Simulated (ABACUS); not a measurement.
# A series of single points on Ga

System: Ga (P2₁/m, 2 atoms in the cell).
Method: Kohn-Sham DFT of a periodic cell, PBE, PseudoDojo NC SR 0.4.1 PBE standard, no spin polarisation (ABACUS 3.10.1).

The 7 runs differ only in the geometry, by an even scaling of the cell at fixed fractional positions. The structure derives from a Materials Project entry.

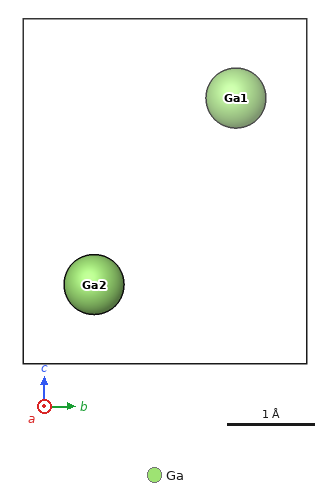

Figure 1. The structure of run 4 (ball-and-stick view of the cell of the calculation, along the a axis; atoms are numbered from 1 in the order of the input).

## Input file of run 4
```
INPUT_PARAMETERS
suffix              Ga
calculation         scf
basis_type          pw
pseudo_dir          ./
symmetry            1
dft_functional      pbe
ecutwfc             81
pseudo_rcut         10
nspin               1
nbands              17
ks_solver           dav
smearing_method     fd
smearing_sigma      0.00367493
scf_thr             1e-08
scf_nmax            100
mixing_type         broyden
mixing_beta         0.7
cal_force           1
cal_stress          1
kpar                4
```

## File STRU of run 4
```
ATOMIC_SPECIES
Ga 69.7230 Ga.upf

LATTICE_CONSTANT
1.8897261246

LATTICE_VECTORS
2.7784220849 0.0000000000 0.0000000000
0.0000000000 3.2816087900 0.0000000000
-1.3434310986 0.0000000000 3.9902731763

ATOMIC_POSITIONS
Direct

Ga
0.0
2
0.1345962700 0.7500000000 0.7701668300 1 1 1
0.8654037300 0.2500000000 0.2298331700 1 1 1
```

## File KPT of run 4
```
K_POINTS
0
Gamma
10 8 7 0 0 0
```

Command:
```bash
OMP_NUM_THREADS=1 mpirun -np 4 abacus > log
```

Run 5 differs from it as follows:
```diff
-2.7784220849 0.0000000000 0.0000000000
-0.0000000000 3.2816087900 0.0000000000
--1.3434310986 0.0000000000 3.9902731763
+2.7968227674 0.0000000000 0.0000000000
+0.0000000000 3.3033419319 0.0000000000
+-1.3523282526 0.0000000000 4.0166995966
```

## Results, with one run withheld

```csv
run,volume per atom (Å³),"free energy per atom, from the lowest run given (meV)",pressure (GPa)
1,17.100,45.91,7.72
2,17.463,30.29,6.02
3,17.827,18.34,4.49
4,18.191,9.68,3.13
5,18.555,?,?
6,18.919,0.77,0.83
7,19.283,0.00,−0.17
```

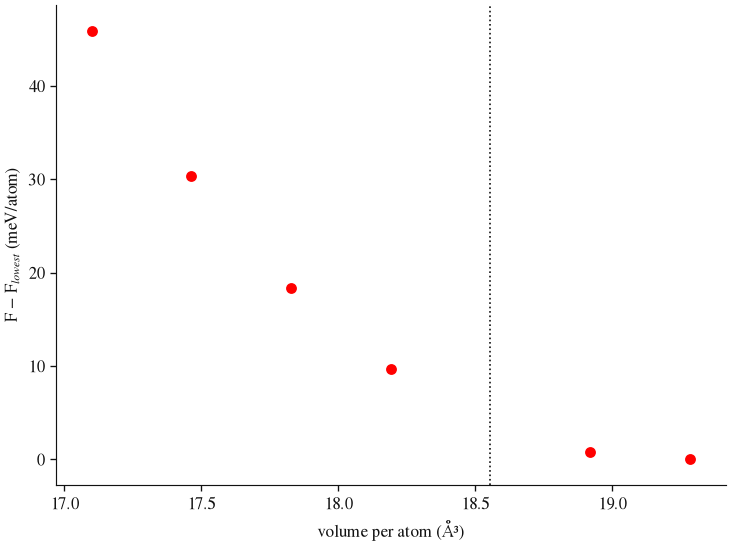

Figure 2. Free energy per atom of the runs given; the dotted line marks run 5.

What should run 5 give?

A cubic polynomial in V^(−2/3) (the Birch–Murnaghan form), fitted to the 6 runs given, misses them by at most 0.02 meV per atom. With x = V^(−2/3) − 0.14504 Å⁻², it reads F = 11.463 + 4046.8 x + 3.6317e+05 x² + 1.2048e+06 x³ (meV per atom). At run 5 it gives 3.92 meV per atom, and the run itself gives 3.93. The slope of the fit gives a pressure −dF/dV of 1.93 GPa there, and the run prints 1.93 GPa. The fit has its minimum at 19.233 Å³ per atom, where V d²F/dV² gives 49.2 GPa. Cell shape and fractional positions are held, so this is the stiffness under even scaling; the relaxed bulk modulus wasn't computed.

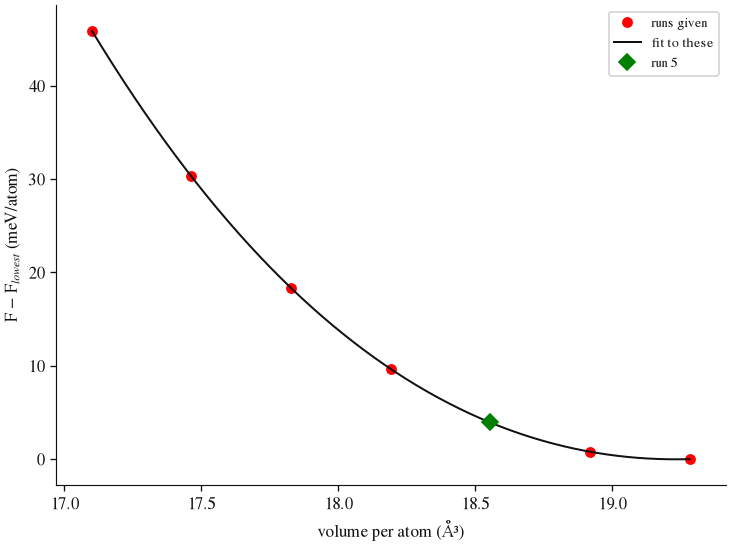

Figure 3. The fit and the withheld run.

## Some lines of the output (run 5)
```
[...]
                          Volume (Bohr^3) = 250.429
                             Volume (A^3) = 37.1097
 E_Fermi        0.8200031323         11.1567149772
 E_Fermi        0.8125480567         11.0552834706
 E_Fermi        0.8120982237         11.0491631777
 E_Fermi        0.8117478105         11.0443955614
 E_Fermi        0.8117655614         11.0446370756
 E_Fermi        0.8117995573         11.0450996125
 E_KS(sigma->0) -305.8891203523      -4161.8349929984
 E_Fermi        0.8118040901         11.0451612852
 final etot is -4161.836973 eV
 EFERMI = 11.045161285 eV
 TOTAL-PRESSURE: 19.255189 KBAR
 !FINAL_ETOT_IS -4161.8369730436688769 eV
```
